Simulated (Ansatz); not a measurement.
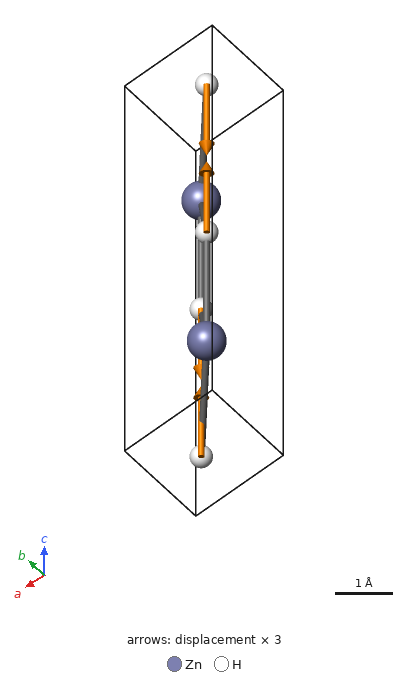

This is a relaxation of crystalline ZnH2 (a generated structure, set up in P6_3/mmc) (coarse preliminary run). The starting structure is drawn; orange arrows show the displacements (the part carried along by the change of the cell is left out), magnified 3 times.

The picture is a ball-and-stick view of the cell of the calculation, seen from a free direction.

Computed with Ansatz 0.2.0, DFT PBE, scalar-relativistic, plane waves, PAW.

Input
```yaml
crystal:
  lattice:
    - [2.8337314, 0.0, 0.0]
    - [-1.4168657, 2.45408338, 0.0]
    - [0.0, 0.0, 7.30712264]
  atoms:
    - { symbol: Zn, position: [0.33333333, 0.66666667, 0.25] }
    - { symbol: Zn, position: [0.66666667, 0.33333333, 0.75] }
    - { symbol: H, position: [0.33333333, 0.66666667, 0.54799998] }
    - { symbol: H, position: [0.66666667, 0.33333333, 0.04799998] }
    - { symbol: H, position: [0.33333333, 0.66666667, 0.95200002] }
    - { symbol: H, position: [0.66666667, 0.33333333, 0.45200002] }
basis:
  ecutwfc: 420
kpoints:
  mp_grid: { grid: [6, 6, 4] }
hamiltonian:
  xc: pbe
scf:
  occupations: { method: gaussian, width: 0.1 }
  lower_state_search: "off"
output:
  forces: true
  stress: true
  eigenvalues: true
relax:
  adjacent_minimum: "off"
  f_tol: 0.04
  max_steps: 70
  cell: { stress_tol: 0.4 }
```

Run as
```bash
ansatz run input.yaml --threads 1 --pin off --max-ram 2048MiB --backend cpu --events-out ev --progress --plain --runs-dir out
```

> Atoms of which element are displaced furthest, and by how much?

Hydrogen: up to 0.47 Å, against 0.00 Å for zinc.

> Describe the change and its energy.

After 12 accepted moves (14 points after the start) the energy has fallen by 0.742 eV per cell of the calculation. Largest force component: 0.18 eV/Å at the start, 0.0058 eV/Å at the end. Pressure: −7.57 GPa at the start and 0.04 GPa at the end. The SCF was repeated twice at an unchanged geometry on a basis and grid sized afresh for the cell, which shifted the energy by 6.8 meV per cell of the calculation at most. The largest moves relative to the cell, 0.47 Å, are those of H3, H4, H5 and H6. H3 goes along +c. Zn stays in place. The volume changes by +0.4 %, with a = b 2.834 → 2.672 Å (−5.7 %), c 7.307 → 8.248 Å (+12.9 %). Near-neighbour distances that change, for instance: Zn1–H3 2.178 → 2.931 Å, Zn1–H4 2.203 → 1.950 Å. The space group stays P6_3/mmc (No. 194).
